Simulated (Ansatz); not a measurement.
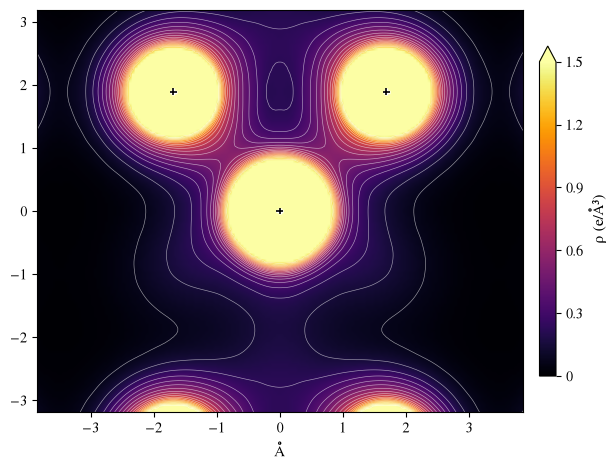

The valence charge density (pseudo) on a plane through atoms (crosses mark nuclei in the plane).

These are results of Ansatz 0.2.0, DFT PBE+D3(BJ), scalar-relativistic, plane waves, PAW, not measurements.

Candidates:
A. HW$_{12}$Se$_{24}$ (cell charge +1, with a compensating background) (cell with a defect), a = 9.60 Å, b = 9.60 Å, c = 9.60 Å, α = 72.58°, β = 72.58°, γ = 72.58°. 
B. WSe$_{2}$, a = 3.28 Å, b = 3.28 Å, c = 7.01 Å, α = 90.00°, β = 90.00°, γ = 120.00°. Space group P-6m2; a structure from a database of computed crystals, not necessarily the ambient phase.

### Which system is this?

Candidate B: WSe$_{2}$ on the (110) plane of the conventional cell, which holds W and Se. W–Se (2.53 Å): the density is about 0.55 e/Å³ at the midpoint.
